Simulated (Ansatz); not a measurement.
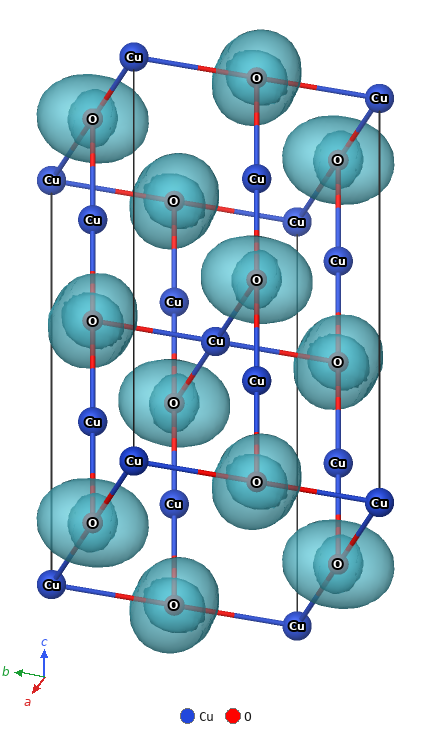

The picture shows: Cu3O2. Isosurface of the ELF at 0.75 (cyan), seen at an oblique angle. Core shells and regions of very low density are left out. Sticks mark near contacts.

Space group I4/mmm; a structure from a database of computed crystals, not necessarily the ambient phase; computed without spin polarisation.

Computed with DFT PBE, scalar-relativistic, plane waves, PAW in Ansatz.

Core electrons are frozen (PAW), and the valence fields are smoothed inside the atomic spheres.

Input

```
crystal:
  lattice:
    - [-2.0333558518, 2.0333558518, 3.6697948022]
    - [2.0333558518, -2.0333558518, 3.6697948022]
    - [2.0333558518, 2.0333558518, -3.6697948022]
  atoms:
    - { symbol: Cu, position: [0.25, 0.75, 0.5] }
    - { symbol: Cu, position: [0.75, 0.25, 0.5] }
    - { symbol: Cu, position: [0.0, 0.0, 0.0] }
    - { symbol: O, position: [0.0, 0.5, 0.5] }
    - { symbol: O, position: [0.5, 0.0, 0.5] }
basis:
  ecutwfc: 420
kpoints:
  mp_grid: { grid: [18, 18, 18] }
hamiltonian:
  xc: pbe
scf:
  occupations: { method: gaussian, width: 0.15 }
output:
  forces: true
  stress: true
  eigenvalues: true
  write_density: true
  write_potential: true
  elf: true
  volumetric_format: npy
```

Command:

```sh
ansatz run input.yaml --threads 1 --pin off --max-ram 2560MiB --backend cpu --events-out ev --progress --plain --runs-dir out
```

Below, planes, directions and counts refer to the conventional cell (a = 4.07 Å, b = 4.07 Å, c = 7.34 Å, α = 90.00°, β = 90.00°, γ = 90.00°).

Identify the bonds, lone pairs and shells in this picture.

The ELF exceeds this value in four regions wrapped around O (the valence shell of each), counted in one cell of 10 atoms. Any copies at cell faces, edges or corners count once. Along the contacts the grid gives the following. Cu–O (1.83 Å): the ELF peaks at about 0.80 in the valence shell of O, 0.6 Å from its nucleus, and is about 0.20 at the midpoint (no shared electron pair shows on this line). Cu–O (2.03 Å): the ELF peaks at about 0.80 in the valence shell of O, 0.6 Å from its nucleus, and is about 0.20 at the midpoint (no shared electron pair shows on this line).

Does the calculation give a band gap?

It is gapless in this calculation (a metal or semimetal); semilocal functionals without U, or without the true magnetic order, often close the gap of such compounds.
